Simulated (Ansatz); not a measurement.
# One crystal, many levels of theory: BaSrYSbO6 (F-43m), part 3 of 3

Wanted: a ladder of band gaps for BaSrYSbO6 (F-43m), from density functionals to G0W0.

Ansatz 0.2.0; density functionals, hybrids and G0W0, plane waves, PAW. Known limits of the many-body steps: finite bands, screening cutoff and k mesh; no spin-orbit coupling in G0W0.

So far. Step 11 (G0W0@HSE06, 4×4×4 mesh, 831 empty bands, screening to …): Over all 8 irreducible mesh points the G0W0 gap is 6.013 eV, direct, at k = Γ. The HSE06 gap of this run on the mesh is 5.209 eV. The two states that bound the G0W0 gap lie that far apart at the start, so the correction of the gap is 6.013 − 5.209 = +0.804 eV. G0W0@HSE06 against G0W0@PBE with 872 bands: 6.013 − 5.252 = +0.761 eV, with the same mesh, files and cutoffs, and both edges at the same k points.

In doubt: masses and optical values from hybrid runs of this build are listed as unsure (steps 11, 12), which bears on the screening that GW takes from such a start.

## Step 13: The ladder

Each gap is the least one over the points named; times are wall times on shared hosts, not benchmarks. A G0W0 time includes the run's own self-consistent start. Runs with listed points see these and the mesh alone, so an edge that moves elsewhere is missed. Rows marked * are further runs, not shown as steps, whose inputs differ from the G0W0 step on the same start in the columns given; solver thresholds can differ too.

| level | mesh | files, cutoff | bands summed, screening | points | gap (eV) | valence top | conduction bottom | least direct gap (eV) | time |
| --- | --- | --- | --- | --- | --- | --- | --- | --- | --- |
| LDA | 6×6×6 | soft_1 PAW, 420 eV | - | mesh and listed points | 3.404 | Γ | Γ | 3.404 | 5.8 s |
| PBEsol | 6×6×6 | soft_1 PAW, 420 eV | - | mesh and listed points | 3.457 | Γ | Γ | 3.457 | 7.7 s |
| PBE | 6×6×6 | soft_1 PAW, 420 eV | - | mesh and path | 3.569 | Γ | Γ | 3.569 | 13 s |
| PBE+SOC | 6×6×6 | soft_1 PAW, 420 eV | - | mesh and listed points | 3.568 | Γ | Γ | 3.568 | 14 s |
| r2SCAN | 6×6×6 | soft_1 PAW, 500 eV | - | mesh and listed points | 4.292 | Γ | Γ | 4.292 | 8.7 s |
| HSE06 | 4×4×4 | soft_1 PAW, 420 eV | - | mesh and listed points | 5.209 | Γ | Γ | 5.209 | 38 s |
| PBE0 | 4×4×4 | soft_1 PAW, 420 eV | - | mesh and listed points | 5.945 | Γ | Γ | 5.945 | 36 s |
| DDH-PBE0 | 4×4×4 | soft_1 PAW, 420 eV | - | mesh and listed points | 5.858 | Γ | Γ | 5.858 | 70 s |
| G0W0@PBE* | 4×4×4 | soft_1 PAW, 420 eV | 177, 54 eV | all 8 irreducible mesh points | 5.220 | Γ | Γ | 5.220 | 13 s |
| G0W0@PBE* | 4×4×4 | soft_1 PAW, 420 eV | 427, 108 eV | all 8 irreducible mesh points | 5.208 | Γ | Γ | 5.208 | 28 s |
| G0W0@PBE | 4×4×4 | soft_1 PAW, 420 eV | 872, 180 eV | all 8 irreducible mesh points | 5.252 | Γ | Γ | 5.252 | 79 s |
| G0W0@PBE* | 2×2×2 | soft_1 PAW, 420 eV | 427, 108 eV | all 3 irreducible mesh points | 5.178 | Γ | Γ | 5.178 | 9.5 s |
| G0W0@HSE06 | 4×4×4 | soft_1 PAW, 420 eV | 872, 180 eV | all 8 irreducible mesh points | 6.013 | Γ | Γ | 6.013 | 2.3 min |
| G0W0@PBE0 | 4×4×4 | soft_1 PAW, 420 eV | 872, 180 eV | all 8 irreducible mesh points | 6.229 | Γ | Γ | 6.229 | 2.1 min |

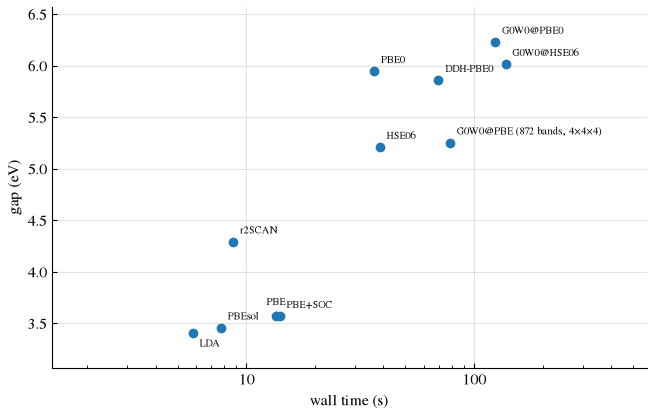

Gap against wall time for the runs shown as steps.

## Step 14: Results

```yaml
lda_over_mesh_and_listed_points: 3.404 eV
pbesol_over_mesh_and_listed_points: 3.457 eV
pbe_over_mesh_and_path: 3.569 eV
pbe_soc_over_mesh_and_listed_points: 3.568 eV
r2scan_over_mesh_and_listed_points: 4.292 eV
hse06_over_mesh_and_listed_points: 5.209 eV
pbe0_over_mesh_and_listed_points: 5.945 eV
ddh_pbe0_over_mesh_and_listed_points: 5.858 eV
g0w0_pbe_872_bands_4x4x4_over_all_8_irreducible_mesh_points: 5.252 eV
g0w0_hse06_over_all_8_irreducible_mesh_points: 6.013 eV
g0w0_pbe0_over_all_8_irreducible_mesh_points: 6.229 eV
known_limits: finite bands, screening cutoff and k mesh; no spin-orbit coupling in G0W0
```

What this shows: The rows run from 3.404 eV (LDA) to 6.229 eV (G0W0@PBE0). They differ in mesh, plane-wave cutoff, bands and screening cutoff of G0W0 and the points over which the gap was sought as well as in level, so only pairs that share these are like for like. PBEsol against LDA: 3.457 − 3.404 = +0.053 eV, with the same mesh, files and cutoff, and both edges at the same k points. PBE against PBEsol: 3.569 − 3.457 = +0.112 eV, with the same mesh, files and cutoff, and both edges at the same k points. PBE+SOC against PBE: 3.568 − 3.569 = −0.001 eV, with the same mesh, set of files (read in its fully relativistic form for the spin-orbit run) and cutoff, and both edges at the same k points. The spin-orbit run sees mesh and listed points alone, so its gap is an upper bound: the coupling can move an edge off these points, the more so as this crystal has no centre of inversion, and the change over the zone, its sign included where it is small, is not known. PBE0 against HSE06: 5.945 − 5.209 = +0.736 eV, with the same mesh, files and cutoff, and both edges at the same k points. DDH-PBE0 against PBE0: 5.858 − 5.945 = −0.087 eV, with the same mesh, files and cutoff, and both edges at the same k points. G0W0@HSE06 against G0W0@PBE with 872 bands: 6.013 − 5.252 = +0.761 eV, with the same mesh, files and cutoffs, and both edges at the same k points. G0W0@PBE0 against G0W0@HSE06 with 872 bands: 6.229 − 6.013 = +0.216 eV, with the same mesh, files and cutoffs, and both edges at the same k points. The dielectric-dependent hybrid took 0.241 of exact exchange, against 0.25 in PBE0. G0W0@PBE (872 bands, 4×4×4) moves the gap of its own start on the mesh by 5.252 − 3.569 = +1.683 eV, between the same two levels. Both edges that PBE shows over mesh and path lie at k points where levels were corrected. Levels at other points were not corrected, so a lower G0W0 gap elsewhere in the zone is not ruled out. G0W0@HSE06 moves the gap of its own start on the mesh by 6.013 − 5.209 = +0.804 eV, between the same two levels. Both edges that HSE06 shows over mesh and listed points lie at k points where levels were corrected. Levels at other points were not corrected, so a lower G0W0 gap elsewhere in the zone is not ruled out. G0W0@PBE0 moves the gap of its own start on the mesh by 6.229 − 5.945 = +0.284 eV, between the same two levels. Both edges that PBE0 shows over mesh and listed points lie at k points where levels were corrected. Levels at other points were not corrected, so a lower G0W0 gap elsewhere in the zone is not ruled out. What spin-orbit coupling does to the G0W0 levels was not computed, so no sum with the G0W0 gap is formed. For G0W0@PBE: from 177 bands and 54 eV to 872 bands and 180 eV the gap moves by 5.252 − 5.220 = +0.032 eV (rung by rung 5.220, 5.208, 5.252 eV); bands and screening cutoff rise together, so their parts are not told apart. The gap turns back along the series (5.220, 5.208, 5.252 eV), so no line is drawn and the limit is not known. The other G0W0 rows are shown at one basis each (872 bands), so their distance from the limit is not known here. With the 2×2×2 mesh in place of the 4×4×4 mesh and all else as in the G0W0@PBE row with 427 bands, the gap differs by 5.178 − 5.208 = −0.030 eV, and that of the start by 3.552 − 3.569 = −0.017 eV. The G0W0 runs are scalar-relativistic. G0W0@PBE runs of this series with other atomic data on the same mesh, not shown as steps, give 5.348 eV (hard PAW, 930 eV, 1276 bands, screening to 234 eV); where bands and cutoffs differ too, the part of the files is not isolated.

[Paths, hosts, dates, memory and timing lines, banners, echoed tables and standing remarks are left out of the program output.]

[Logs are printed without paths, hosts, clocks, repeated set-up lines and the standing remarks that a program may print on its own settings, such as how far it seeks lower states.]

[Runs of the session that timed out or met a known fault of the program may be left out.]

[Cells called generated may have been cut or substituted from an entry of the Crystallography Open Database or the Materials Project.]

[Hosts, paths, dates, database ids (printed as entryN), source tags and the programs' standing remarks are cut or masked in the printed files.]

[Where an RPA ε∞ is given, it is that of the G0W0 mesh and is not shown converged in it. Names of k-points follow the symmetry that the program found, which can be lower than the space group named. Band edges on a path are those of the sampled points; other points can move an edge, and change direct to indirect where valleys lie close.]

[Hybrid gaps are those of their k-mesh and are not shown converged in it.]
